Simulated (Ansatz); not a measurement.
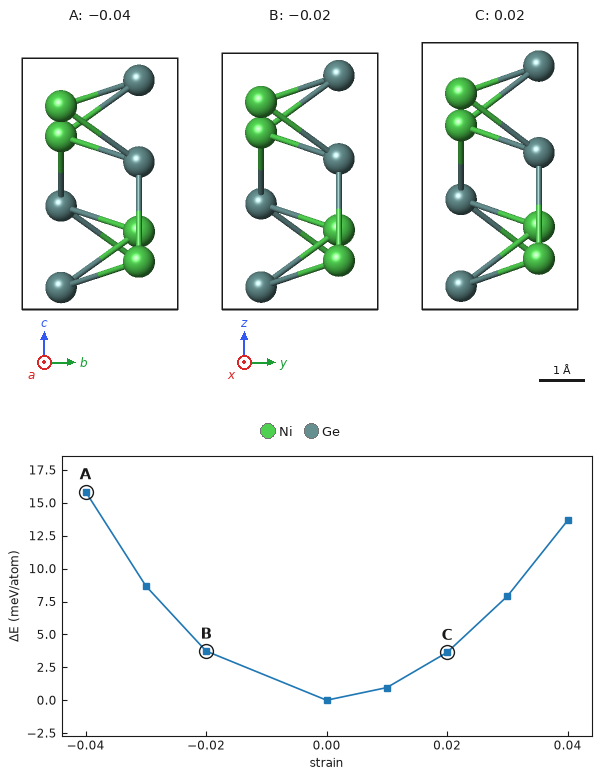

A scan of a crystal of NiGe (Pnma): the cell is strained along z alone, with the atoms kept at their fractional coordinates. x, y and z are the Cartesian axes of the input. The lettered frames are marked on the plot. A ball-and-stick model of the cell of the calculation, seen along the a axis.

Level of theory: Ansatz, DFT PBE, scalar-relativistic, plane waves, PAW. Set-up: plane-wave cutoff 420 eV; k-point mesh 8 × 12 × 8; occupations gaussian; smearing width 0.15 eV; no spin polarisation. Energies (free energies at the smearing named) are counted from the relaxed crystal.

Question: Read off the main features of the energy profile.

Answer: The lowest computed point lies at the strain 0.00 (0.0 meV/atom). The end points stand at 15.8 meV/atom (−0.04) and 13.7 meV/atom (0.04). The curvature at zero strain, (1/V) d²E/dε², is about 210 GPa; it is C₃₃ with clamped ions. The distortion keeps the space group Pnma. At the strain −0.04 the cell of the drawing goes c 5.846 → 5.612 Å.

Limits of the set-up: an element that often carries a moment was run without spin polarisation.
